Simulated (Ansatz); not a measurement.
Given this structure:

```
CELL_PARAMETERS angstrom
5.51757 0.00000 0.00000
0.00000 5.51757 0.00000
0.00000 0.00000 3.25878
ATOMIC_POSITIONS crystal
Zn 0.18197 0.18197 0.50000
Zn 0.81803 0.81803 0.50000
Zn 0.68197 0.31803 0.00000
Zn 0.31803 0.68197 0.00000
O 0.81725 0.18275 0.50000
O 0.18275 0.81725 0.50000
O 0.68275 0.68275 0.00000
O 0.31725 0.31725 0.00000
```

### What would you see if this were drawn?

It has the composition ZnO. Space group: P4_2/mnm (No. 136). Lattice: primitive tetragonal. With Z = 4, the cell contains 4 Zn, 4 O. About every Zn there are four O in a distorted tetrahedral arrangement at 1.94 to 2.01 Å. Each O atom is coordinated by four Zn in a distorted tetrahedral arrangement at 1.94 to 2.01 Å. The bonds build a three-dimensional framework.

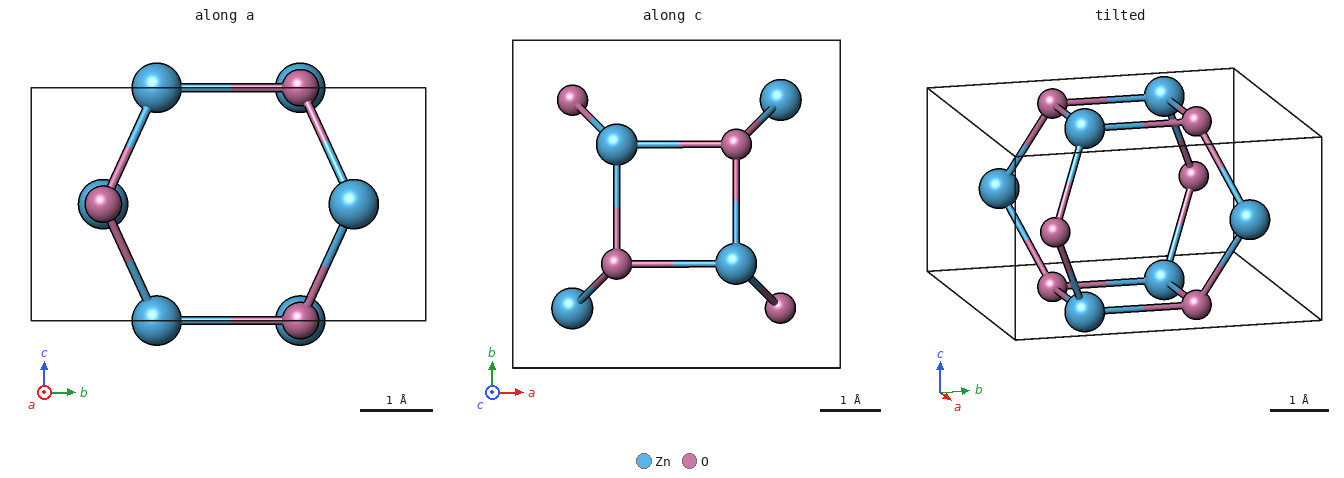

Structure drawing (ball-and-stick), viewed along the a axis, along the c axis and slightly off an axis. Lines trace the edges of the conventional unit cell. Colours: zinc blue, oxygen pink.

Starting structure: a structure listed in the Materials Project. Earlier steps of the study may have refined or changed the cell and positions. It was set up as input for a calculation with Ansatz.
